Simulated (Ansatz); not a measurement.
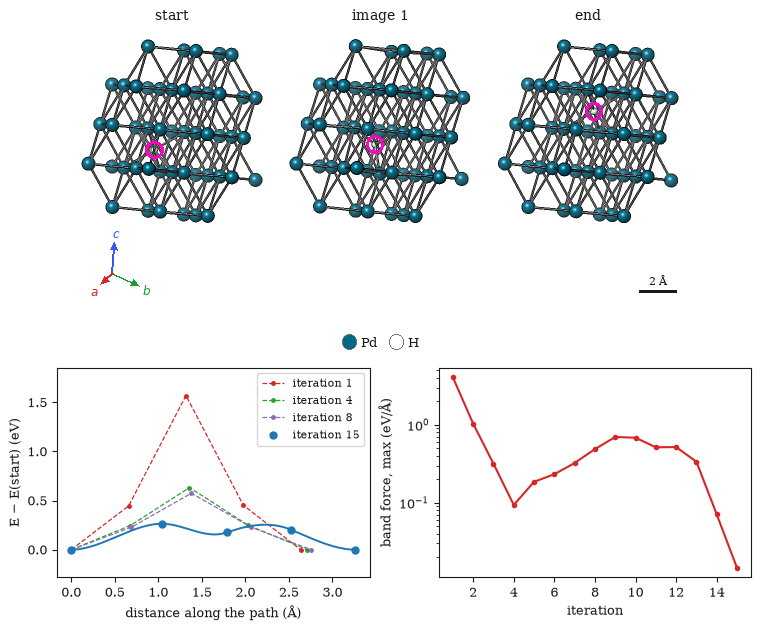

A search for the minimum-energy path of a defect cell of composition HPd$_{16}$ (17 atoms in the cell) by the nudged elastic band. Images are numbered from 0 (start) to 4 (end). The plot follows the band through its iterations. The picture is a ball-and-stick view of the atoms within 5.6 Å of the middle of the path, seen slightly off an axis. The moving atom is ringed, with any periodic copies. Bonds to atoms that aren't drawn are left out.

These are results of DFT LDA, scalar-relativistic, plane waves, PAW in Ansatz, not measurements.

Input file:
```yaml
crystal:
  lattice:
    - [3.8390420049, 3.8390420049, 3.8390420049]
    - [3.8390420049, -3.8390420049, -3.8390420049]
    - [-3.8390420049, 3.8390420049, -3.8390420049]
  atoms:
    - { symbol: Pd, position: [2.54429e-05, 0.7500258909, 0.2499862662] }
    - { symbol: Pd, position: [0.2467107229, 0.7466985203, 1.28279e-05] }
    - { symbol: Pd, position: [5.648e-07, 0.4999995385, 0.5000008443] }
    - { symbol: Pd, position: [0.4999568418, 0.7465433236, 0.7466111056] }
    - { symbol: Pd, position: [0.250025754, 0.5000310808, 0.2499925729] }
    - { symbol: Pd, position: [0.7499957609, 0.7500016412, 0.4999920332] }
    - { symbol: Pd, position: [0.4999994753, 0.4999985351, 1.409e-07] }
    - { symbol: Pd, position: [2.54998e-05, 0.2500381735, 0.7499984983] }
    - { symbol: Pd, position: [0.2499944644, 0.2500004615, 0.499991923] }
    - { symbol: Pd, position: [0.7500399429, 0.500031842, 0.7500060076] }
    - { symbol: Pd, position: [5.247e-07, -1.3367e-06, -7.1e-09] }
    - { symbol: Pd, position: [0.4999568792, 0.2533420132, 0.2534097249] }
    - { symbol: Pd, position: [0.7534708353, 0.2534595929, 1.17247e-05] }
    - { symbol: Pd, position: [0.2465274357, -5.53307e-05, 0.7465833736] }
    - { symbol: Pd, position: [0.49999945, -1.7239e-06, 0.5000000071] }
    - { symbol: Pd, position: [0.7533237925, -5.4727e-05, 0.2533790968] }
    - { symbol: H, position: [0.5012193761, 0.0015807722, -0.0004170829] }
basis:
  ecutwfc: 420
  xc_grid: 2
kpoints:
  mp_grid: { grid: [4, 4, 4], shift: [0.5, 0.5, 0.5] }
hamiltonian:
  xc: lda
scf:
  occupations: { method: gaussian, width: 0.1 }
output:
  forces: true
neb:
  images: 3
  f_tol: 0.05
  max_iterations: 70
  order_check: false
  final_atoms:
    - { symbol: Pd, position: [3.99429e-05, 0.750031842, 0.2500060076] }
    - { symbol: Pd, position: [0.2500005648, 0.7499995385, 8.443e-07] }
    - { symbol: Pd, position: [0.0034708353, 0.5034595929, 0.5000117247] }
    - { symbol: Pd, position: [0.500025754, 0.7500310808, 0.7499925729] }
    - { symbol: Pd, position: [0.2500254998, 0.5000381735, 0.2499984983] }
    - { symbol: Pd, position: [0.7499994753, 0.7499985351, 0.5000001409] }
    - { symbol: Pd, position: [0.4999944644, 0.5000004615, -8.077e-06] }
    - { symbol: Pd, position: [0.0033237925, 0.249945273, 0.7533790968] }
    - { symbol: Pd, position: [0.2500005247, 0.2499986633, 0.4999999929] }
    - { symbol: Pd, position: [0.7499568792, 0.5033420132, 0.7534097249] }
    - { symbol: Pd, position: [-4.2391e-06, 1.6412e-06, -7.9668e-06] }
    - { symbol: Pd, position: [0.4965274357, 0.2499446693, 0.2465833736] }
    - { symbol: Pd, position: [0.74999945, 0.2499982761, 7.1e-09] }
    - { symbol: Pd, position: [0.2500254429, 2.58909e-05, 0.7499862662] }
    - { symbol: Pd, position: [0.4967107229, -0.0033014797, 0.5000128279] }
    - { symbol: Pd, position: [0.7499568418, -0.0034566764, 0.2466111056] }
    - { symbol: H, position: [0.7512193761, 0.2515807722, 0.4995829171] }
```

Command:
```bash
ansatz run input.yaml --threads 4 --pin off --max-ram 10240MiB --backend cpu --events-out ev --progress --plain --runs-dir out
```

Question: Did the band converge, and can the barrier be trusted?

Answer: The run is converged, with reservations. The band converged in 15 iterations. The largest component of the band force went from 4.1 to 0.015 eV/Å. The climbing image converged on the top of the path. Its curvatures weren't checked. The first iteration put the highest image at 1.570 eV. The barrier is about 0.264 eV in both directions, with image 1 at the top; the ends have the same energy. The profile has 2 maxima (images 1, 3) with a dip at image 2 (+0.175 eV), so the process runs in steps.

Limits of the set-up: the periodic images lie only 6.6 Å apart, so the values are limited by the cell's size.

The run took 41 min on 4 threads of Arm Neoverse V1, on a shared host, peak memory 3.7 GiB.
